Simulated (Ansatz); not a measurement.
LiF

Input file:

```
crystal:
  lattice:
    - [3.021409, 0.0, 0.0]
    - [-1.510705, 2.616617, 0.0]
    - [0.0, 0.0, 4.933941]
  atoms:
    - { symbol: Li, position: [0.0, 0.0, 0.0] }
    - { symbol: F, position: [0.0, 0.0, 0.375] }
    - { symbol: Li, position: [0.33333333, 0.66666667, 0.5] }
    - { symbol: F, position: [0.33333333, 0.66666667, 0.875] }
basis:
  ecutwfc: 420
kpoints:
  mp_grid: { grid: [9, 9, 6] }
hamiltonian:
  xc: pbesol
scf:
  occupations: { method: gaussian, width: 0.02 }
output:
  forces: true
  stress: true
  eigenvalues: true
  write_density: true
  write_potential: true
  elf: true
  volumetric_format: npy
relax:
  adjacent_minimum: "off"
  f_tol: 0.005
  max_steps: 80
  cell: { stress_tol: 0.05 }
```

Run with:

```sh
ansatz run input.yaml --threads 1 --pin off --max-ram 2560MiB --backend cpu --events-out ev --progress --plain --runs-dir out
```

Below, planes, directions and counts refer to the conventional cell (a = 3.09 Å, b = 3.09 Å, c = 4.82 Å, α = 90.00°, β = 90.00°, γ = 120.00°).

The fields are those of the relaxed geometry.

Space group P6₃mc; a generated structure, not necessarily the stable one.

Method: DFT PBEsol, scalar-relativistic, plane waves, PAW (Ansatz).

What will maps of the valence pseudo-density and electron localisation function show?

Li–F (1.87 Å): ρ is about 0.39 e/Å³ halfway; the ELF peaks at about 0.85 in the valence shell of F, 0.7 Å from its nucleus, and falls to about 0 next to Li: an ionic contact with no shared pair.

Metal or insulator at this level of theory?

It is gapped, with a Kohn–Sham gap of 7.6 eV on the k-point mesh, an upper bound to the gap of this method.

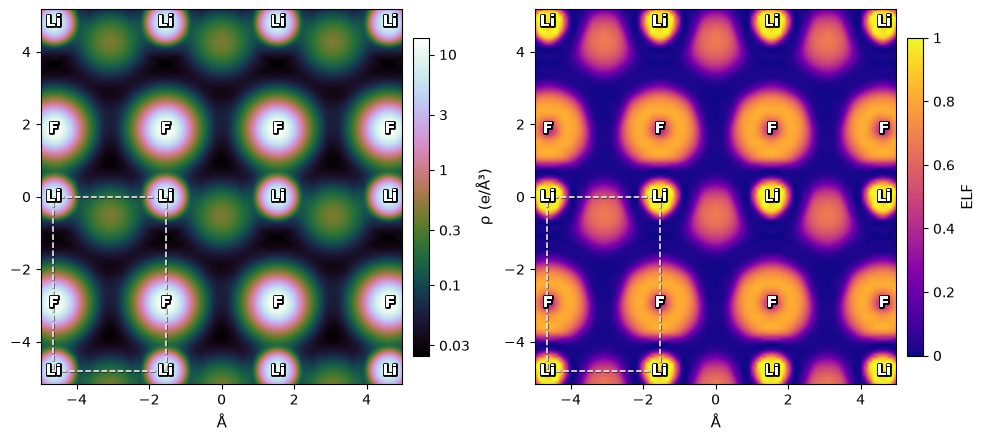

Computed valence pseudo-density and electron localisation function on the (100) plane of the conventional cell, in this order. Atoms just off the plane (Li, 0.9 Å away and F, 0.9 Å away) can leave unmarked features too.
